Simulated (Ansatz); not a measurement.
Run report: WS$_{2}$, geometry relaxation (part 2 of 2)

Continued. System: WS$_{2}$ (slab, 9 atoms in the cell). Method: DFT PBEsol, scalar-relativistic, plane waves, PAW, no spin polarisation (Ansatz 0.2.0); cutoff 420 eV, 9×4×1 k-mesh, Gaussian smearing of 0.05 eV. The structure derives from an entry of the Crystallography Open Database. The input holds or restrains some coordinates. Forces given for the steps count only the free coordinates. It belongs to a series of runs on one base structure; here: clean slab, lower half held.

Geometry of the input (Å; fractional positions):
```
3.1476  0.0000  0.0000
-1.5738  6.4349  0.0000
0.0000  0.0000  23.5180
S  0.1415  0.2829  0.3614
S  0.9004  0.8009  0.3802
W  0.5309  0.0618  0.4091
S  0.6714  0.3427  0.4762
S  0.4303  0.8607  0.4950
W  0.0608  0.1216  0.5238
S  0.2013  0.4025  0.5909
S  0.9602  0.9205  0.6097
W  0.5907  0.1814  0.6386
```

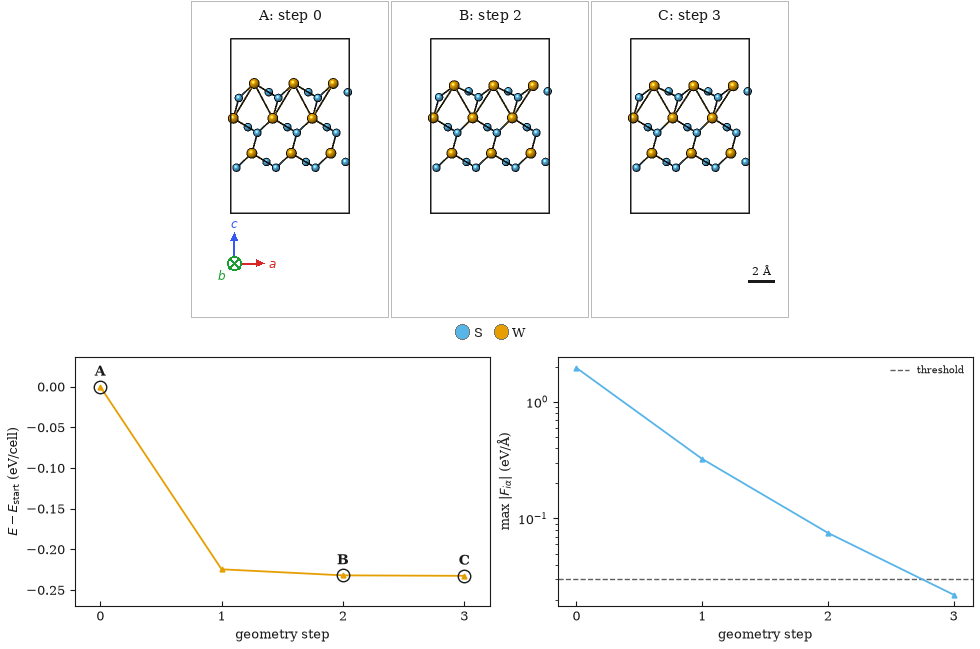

Frames of the restrained relaxation (ball-and-stick view of the 3 × 1 repeat of the cell, with the vacuum cut short, along the b axis) above the curves, on which the letters mark them (the first geometry is step 0 here and step 1 in the log).

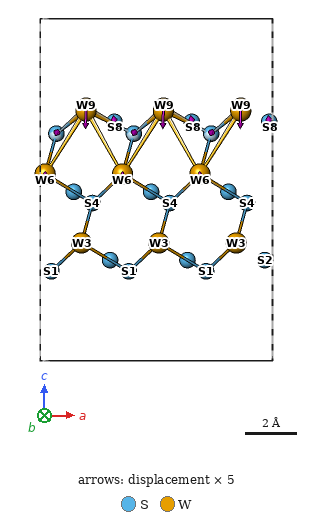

Start (faint) and end (solid) with the displacements as pink arrows, magnified 5 times (ball-and-stick view of the 3 × 1 repeat of the cell, with the vacuum cut short, along the b axis). W9 moves most: 0.18 Å. Largest moves by element: W 0.18 Å, S 0.08 Å. The cell stays as it was. Distances before and after: W6–W9 3.148 → 2.965 Å, W6–S7 2.399 → 2.461 Å, S7–W9 2.399 → 2.360 Å, S4–W6 2.399 → 2.411 Å. Among the angles that change: S7–W9–S8 135.5° → 147.1°, W6–W9–S7 90.0° → 96.6°, W6–S8–W9 82.0° → 75.9°. Over 3 geometry steps the energy falls by 0.232 eV per cell of the calculation. The largest force component goes from 2 to 0.022 eV/Å. (Atoms are counted from 1 in the order of the input.)

```
WARN: The output density's exchange-correlation potential varies sharply where the density is thin. Do not read a vacuum level from v_tot or v_xc, or from such a field of the output density. On a cell that repeats whose density bears no net charge and no dipole along the vacuum's axis use v_es (v_loc + v_h of the components); under efield.dipole_correction with no amplitude use v_es + v_field, which holds any external_charges[].barrier, or the levels of the report's work_function block, which leave it out; under a non-zero efield.amplitude the vacuum is tilted and has no level; on a cell that repeats and bears such a dipole with no correction it is tilted too, and efield.dipole_correction with no amplitude gives each side of its ramp a level where efield: is served; in a cell that repeats whose density bears a net charge (total_charge, or a fill off its count) it is curved and has none; of a slab under crystal.periodic whose density bears no net charge use v_es, which has a level on each side, short of where the two are joined; of another it falls or rises all the way out and has none; of a slab beside external_charges read slab_vacuum_level instead, which it has where they leave it neutral. The grid or the basis barely resolves most such structure, and the values can differ between equally converged runs; as a rule a tighter scf.convergence.dr2_threshold does not remove it. Where the density itself ripples (under the LDA too) a higher basis.ecutwfc lessens it. The files hold the spikes' plane waves up to the density's cutoff. Files: v_tot_of_output_density and the like, and their columns of v_z.tsv (output.write_potential); v_xc_of_output_density and the like, and their columns of v_comp_z.tsv (output.write_potential_components). Measured: with its Gaussian average of σ = 0.25 Å subtracted twice, the exchange-correlation potential is over 0.1 eV at 10 of the grid points where the equally averaged density (valence and model cores) is under 1e-3 e/Å³, and 0.106 eV at the most among them, at an averaged density of 7.1e-4 e/Å³. The input density's (outcome.potential() and, of a run that writes arrays, v_tot and v_xc) is over 0.1 eV, so measured, at 17 points of its own thin density, 0.113 eV at the most. See output.write_potential in the manual, Limitations
SCF converged after 8 iterations
Free energy (F): -36082.044017 eV
Harris-Foulkes:  -36082.044017 eV  (|F-HF|=1.65e-8)
Internal energy: -36082.036503 eV  (E = F + TS)
E sigma→0 (E₀):  -36082.040260 eV
Entropy (-TS):   -0.007514 eV (-0.835 meV/atom)
Fermi energy:    0.270947 eV
Dipole field:    D = 0.082287 V/Å  (p = 0.216617 e·Å, saw-weighted, corrected)
Work function:   Φ+ = 4.3553 eV   Φ− = 6.2905 eV
Levels:          The Fermi level and band energies are counted from a zero that moves with the ramp; work functions are not
--- Per-component energies (eV) ---
  E_band       = -1415.301602
  E_kinetic    = 1988.837495
  E_local      = -52806.891941  (includes V_loc(G=0)·N_el)
  E_nonlocal   = 183.077794
  E_hartree    = 25433.723908
  E_xc         = -1368.501782
  E_vxc        = -1234.870659  (∫ρ·V_xc dr)
  E_paw        = -28813.501981  (= ΣΔE_a)
  E_vpaw       = -412.114943  (= ΣTr[D̂ρ^β])
  E_aug_tail   = -0.000189  (compensation charges beyond the density's cutoff)
  E_efield     = 0.008912  (sawtooth field / dipole correction)
  E_vefield    = -0.793163  (∫n·V_field dr)
  E_ewald      = 19300.174208
  E_core_change = 1.037072  (= ΣΔE_core)
  E_smearing   = -0.007514  (= −TS)
  E_closure    = 0.000000  (closes the sum)
  Σ components = -36082.044017   (vs F -36082.044017, Δ=0.00e0)
--- Forces (eV/Å), atoms counted from 1 ---
  atom   1  S      0.00087973    -0.70773790     0.15859938
  atom   2  S     -0.00377566     0.65399724    -0.10224677
  atom   3  W      0.00239860    -0.01709556    -0.34397576
  atom   4  S      0.00008631    -0.19657341     0.13910341
  atom   5  S      0.00009444     0.26403879     0.12464780
  atom   6  W      0.00020026     0.00214238     0.01555503
  atom   7  S     -0.00025269    -0.01608367     0.01082569
  atom   8  S     -0.00020107     0.01874008     0.01951871
  atom   9  W      0.00057036    -0.00137423    -0.02214490
  max |Σ_I F_I| component: 1.17e-4 eV/Å
--- Band table (eV; the first three rows and the last of 19) ---
  k-point 0: bands = ["-74.2364", "-74.1144", "-73.8681", "-38.6353", "-38.6081", "-38.3917", "-38.3558", "-38.3510", "-38.2527", "-38.2011", "-38.1058", "-37.8923", "-14.8201", "-13.8379", "-13.2541", "-12.7676", "-12.3738", "-11.3371", "-6.8576", "-6.1893", "-5.5092", "-4.9514", "-4.8745", "-3.8400", "-3.7421", "-3.5376", "-2.7988", "-2.7187", "-2.7045", "-1.9032", "-1.7993", "-1.7320", "-1.6611", "-1.2959", "-0.9667", "-0.7571", "-0.5973", "-0.4785", "0.0019", "0.1998", "0.5577", "1.6952", "2.3203", "2.4354", "2.9047", "3.0581", "3.3238", "3.4090"]
  k-point 1: bands = ["-74.2364", "-74.1144", "-73.8681", "-38.6353", "-38.6081", "-38.3917", "-38.3559", "-38.3510", "-38.2527", "-38.2011", "-38.1059", "-37.8923", "-14.7475", "-13.7813", "-13.3835", "-12.8448", "-12.3245", "-11.4299", "-6.5492", "-6.0870", "-5.3428", "-5.0349", "-4.7081", "-3.8211", "-3.7336", "-3.7192", "-2.7533", "-2.7275", "-2.6873", "-2.4973", "-2.2019", "-1.7703", "-1.6477", "-1.2777", "-1.2064", "-0.6038", "-0.5169", "-0.2605", "0.0857", "0.1660", "0.4550", "1.6303", "2.4469", "2.6295", "2.8634", "2.9327", "3.2696", "3.5063"]
  k-point 2: bands = ["-74.2364", "-74.1144", "-73.8681", "-38.6353", "-38.6081", "-38.3917", "-38.3559", "-38.3510", "-38.2527", "-38.2011", "-38.1059", "-37.8923", "-14.6608", "-13.7178", "-13.5200", "-12.9348", "-12.2623", "-11.5324", "-6.2096", "-5.9220", "-5.2045", "-5.0158", "-4.5710", "-4.1110", "-3.7120", "-3.6952", "-3.0176", "-2.7355", "-2.7169", "-2.6710", "-2.4235", "-1.8091", "-1.6420", "-1.6344", "-1.1738", "-0.5552", "-0.4282", "-0.1019", "0.0638", "0.2548", "0.3301", "1.5711", "2.6111", "2.7372", "2.8280", "2.8308", "3.2199", "3.5467"]
  k-point 18: bands = ["-74.2256", "-74.1057", "-73.8589", "-38.6948", "-38.6030", "-38.5665", "-38.4072", "-38.3662", "-38.3246", "-38.2053", "-38.1292", "-38.0744", "-13.1179", "-13.0837", "-12.7355", "-12.4391", "-11.2471", "-11.1312", "-6.6054", "-6.2487", "-5.5938", "-5.0437", "-4.9872", "-4.9529", "-4.4690", "-4.1697", "-3.8640", "-3.5482", "-3.4552", "-3.0306", "-2.6713", "-2.4544", "-2.3590", "-1.9889", "-1.6003", "-1.2262", "-0.2562", "0.3009", "0.3527", "0.4735", "0.9330", "1.7092", "2.4488", "2.9429", "3.0515", "3.3944", "3.5981", "4.1314"]
--- Relaxed structure (4 steps of the walk, 4 accepted, 0 SCFs on fresh bases) ---
  F+E_penalty+E_count = -36082.04401669 eV   max|allowed force component| = 2.214e-2 eV/Å
  atoms:
    - { symbol: S, position: [0.14145358985, 0.2829071797, 0.361425727] }
    - { symbol: S, position: [0.9004252595, 0.800850519, 0.3802388718] }
    - { symbol: W, position: [0.5308948236, 0.0617896472, 0.40908207690000004] }
    - { symbol: S, position: [0.67136122635, 0.3427224527, 0.4761718251] }
    - { symbol: S, position: [0.4303328960000001, 0.8606657920000002, 0.4949849698] }
    - { symbol: W, position: [0.06106480996566833, 0.12223077025520893, 0.5250648531711226] }
    - { symbol: S, position: [0.20667579401090572, 0.4135705097268865, 0.5928352415552456] }
    - { symbol: S, position: [0.9564383811024392, 0.9131055175429156, 0.6126165556985113] }
    - { symbol: W, position: [0.5890163077248188, 0.17823177149812405, 0.6308122807316361] }
```

Trajectory as extended XYZ (Å, eV, eV/Å), 4 frames, from step=1 to step=4
```
9
Lattice="3.1476 0.0000 0.0000 -1.5738 6.4349 0.0000 0.0000 0.0000 23.5180" Properties=species:S:1:pos:R:3:forces:R:3 step=1 energy=-36081.81152
S     0.0000    1.8205    8.5000   -0.0028  -0.6880   0.1517
S     1.5738    5.1534    8.9424   -0.0014   0.6794  -0.1362
W     1.5738    0.3976    9.6208    0.0043  -0.0315  -0.1301
S     1.5738    2.2054   11.1986   -0.0002  -0.0466  -0.0066
S     0.0000    5.5383   11.6410    0.0050   0.0854   0.0261
W     0.0000    0.7825   12.3194   -0.0050  -0.0487  -0.0972
S     0.0000    2.5903   13.8972    0.0007  -0.0938   1.1265
S     1.5738    5.9232   14.3396   -0.0002   0.4076   1.0269
W     1.5738    1.1674   15.0180   -0.0004  -0.2635  -1.9615
9
Lattice="3.1476 0.0000 0.0000 -1.5738 6.4349 0.0000 0.0000 0.0000 23.5180" Properties=species:S:1:pos:R:3:forces:R:3 step=2 energy=-36082.03598
S     0.0000    1.8205    8.5000    0.0006  -0.7033   0.1558
S     1.5738    5.1534    8.9424   -0.0037   0.6521  -0.1064
W     1.5738    0.3976    9.6208    0.0027  -0.0171  -0.3310
S     1.5738    2.2054   11.1986   -0.0004  -0.1997   0.1102
S     0.0000    5.5383   11.6410   -0.0003   0.2430   0.0835
W    -0.0002    0.7858   12.3486    0.0023  -0.0179  -0.2726
S     0.0000    2.6389   13.9300   -0.0012   0.3243   0.0212
S     1.5737    5.8870   14.3836   -0.0005  -0.3097   0.1386
W     1.5738    1.1412   14.8252    0.0005   0.0289   0.2010
9
Lattice="3.1476 0.0000 0.0000 -1.5738 6.4349 0.0000 0.0000 0.0000 23.5180" Properties=species:S:1:pos:R:3:forces:R:3 step=3 energy=-36082.04344
S     0.0000    1.8205    8.5000    0.0008  -0.7070   0.1626
S     1.5738    5.1534    8.9424   -0.0038   0.6552  -0.0986
W     1.5738    0.3976    9.6208    0.0024  -0.0139  -0.3200
S     1.5738    2.2054   11.1986   -0.0001  -0.2256   0.1989
S     0.0000    5.5383   11.6410    0.0001   0.3037   0.1674
W    -0.0002    0.7874   12.3557    0.0004  -0.0075  -0.0752
S    -0.0003    2.6567   13.9535   -0.0006   0.0236  -0.0088
S     1.5734    5.8794   14.4138   -0.0003  -0.0234   0.0172
W     1.5734    1.1465   14.8495    0.0010  -0.0050  -0.0436
9
Lattice="3.1476 0.0000 0.0000 -1.5738 6.4349 0.0000 0.0000 0.0000 23.5180" Properties=species:S:1:pos:R:3:forces:R:3 step=4 energy=-36082.04402
S     0.0000    1.8205    8.5000    0.0009  -0.7077   0.1586
S     1.5738    5.1534    8.9424   -0.0038   0.6540  -0.1022
W     1.5738    0.3976    9.6208    0.0024  -0.0171  -0.3440
S     1.5738    2.2054   11.1986    0.0001  -0.1966   0.1391
S     0.0000    5.5383   11.6410    0.0001   0.2640   0.1246
W    -0.0002    0.7865   12.3485    0.0002   0.0021   0.0156
S    -0.0003    2.6613   13.9423   -0.0003  -0.0161   0.0108
S     1.5734    5.8758   14.4075   -0.0002   0.0187   0.0195
W     1.5735    1.1469   14.8354    0.0006  -0.0014  -0.0221
```

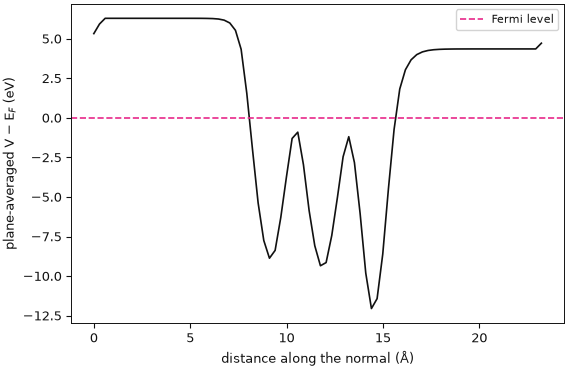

Plane average of the electrostatic potential energy of an electron across the cell, from the Fermi level. The vacuum level lies 4.36 eV above the Fermi level on the upper side and 6.29 eV on the lower.

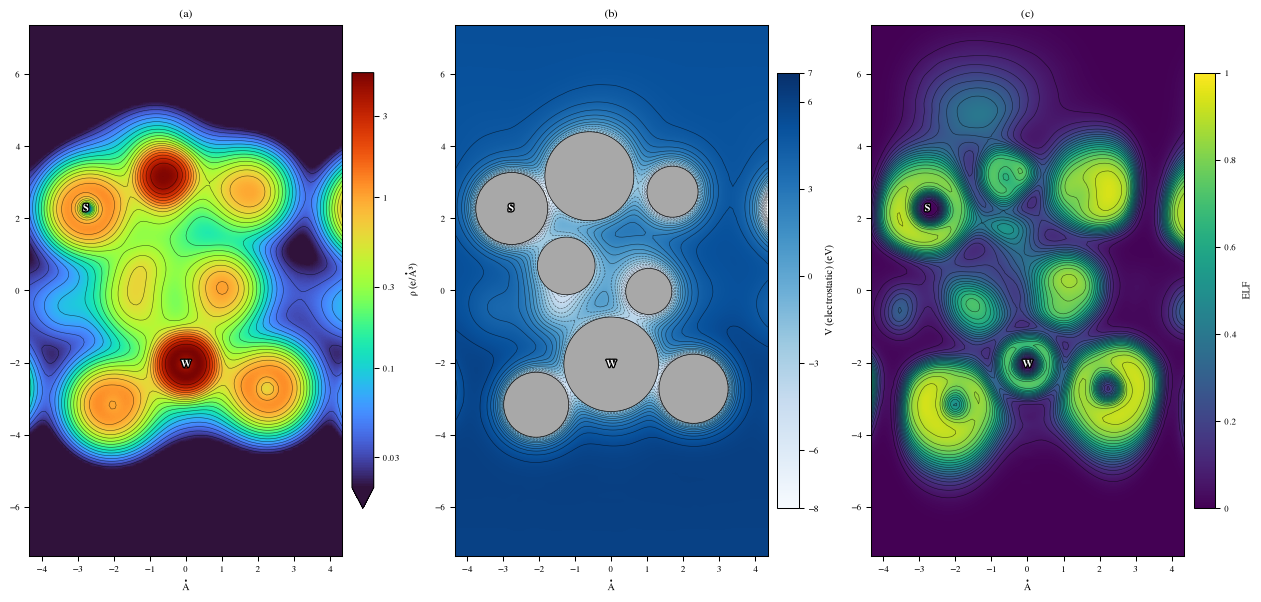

(a) valence electron density; (b) electrostatic potential (local pseudopotential plus Hartree) felt by an electron; (c) ELF on the (110) plane of the calculation cell, a cut from vacuum to vacuum. Grey discs, where drawn, cover atomic cores. The section cuts through W and S sites. The density dies away to nearly zero in the vacuum. The strong features right at W lie inside the PAW spheres (semicore, d or f shells) and say nothing about bonding. The fields are those of the smooth PAW valence density.

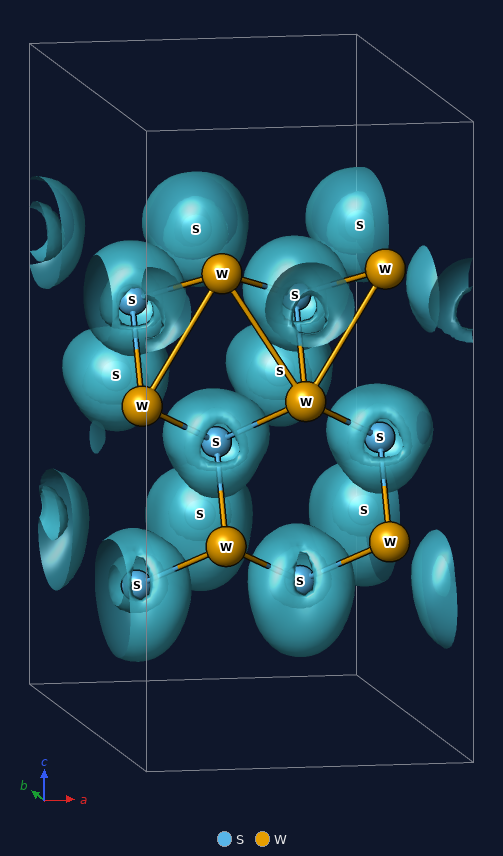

Isosurface of the electron localisation function at 0.75 (cyan), seen slightly off an axis. Only the valence region is drawn (cores and ρ < 0.01 e/Å³ removed). Sticks mark near contacts. Values along the shortest contacts: W–S (2.36 Å): the ELF is about 0.45 at the midpoint. W–W (2.97 Å): the ELF is about 0.40 at the midpoint; no shared electron pair.

Key numbers

- outcome: converged under the restraints of the input
- electrons treated: 78
- free energy: −36082.0440 eV
- work function, top face: 4.36 eV
- work function, bottom face: 6.29 eV
- Fermi energy: 0.271 eV
- gap on the k-point mesh: none (metallic)
- final volume: 476.35 Å³
- work function (upper face): 4.36 eV
- largest force (length of the vector) at the end, held atoms and coordinates included: 0.725 eV/Å
- wall time: 2 min (CPU time 3.9 min)
- peak memory: 0.8 GiB

Notes

Warnings of the run: the k-point mesh lowers the symmetry that the run can use; the exchange-correlation potential is rough where the density is thin. Spin–orbit coupling is left out, which matters for W.
